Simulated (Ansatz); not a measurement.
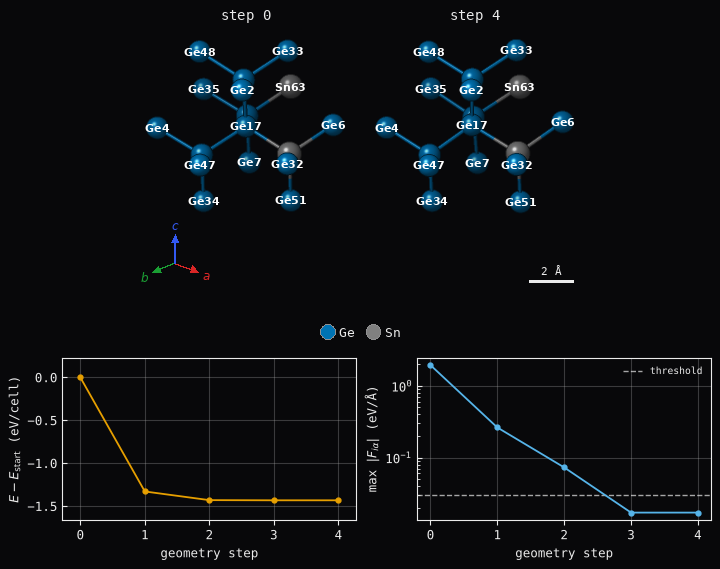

First and last geometry of a relaxation of crystalline Ge₆₀Sn₄ (a generated structure, set up in P1), with the history of the run. The picture is a ball-and-stick view of the atoms within 4.2 Å of the atom that moves most (axes of the cell of the calculation (origin shifted)), seen from a free direction.

The calculation used DFT, PBEsol, PAW, plane waves (Ansatz 0.2.0). (plane-wave cutoff 420 eV; k-point mesh 1 × 1 × 1; mesh shifted by (0.25, 0.25, 0.25); no spin polarisation; cell relaxed at fixed shape; force threshold 0.03 eV/Å; at most 80 steps)

Did the run converge, and what did it change?

Answer. It converged. The largest moves relative to the cell, 0.16 Å, are those of Ge atoms. Largest moves by element: Ge 0.16 Å, Sn 0.05 Å. The drawn cell changes as follows: a = b = c 11.455 → 11.459 Å (0.0 %); the volume changes by +0.1 %. Among the contacts that change: Ge–Sn 2.478 → 2.606 Å, Ge–Sn 2.482 → 2.583 Å, Ge–Ge 2.506 → 2.460 Å, Ge–Ge 2.484 → 2.440 Å. Bond angles that change, for instance: Ge–Ge–Ge 108.1° → 112.4°, Ge–Ge–Ge 108.7° → 112.6°, Ge–Ge–Ge 110.6° → 107.0°. The space group stays P1 (No. 1). Over 4 geometry steps the energy falls by 1.432 eV per cell of the calculation. Largest force component: 1.9 eV/Å at the start, 0.017 eV/Å at the end. Pressure: 0.47 GPa at the start and −0.01 GPa at the end.
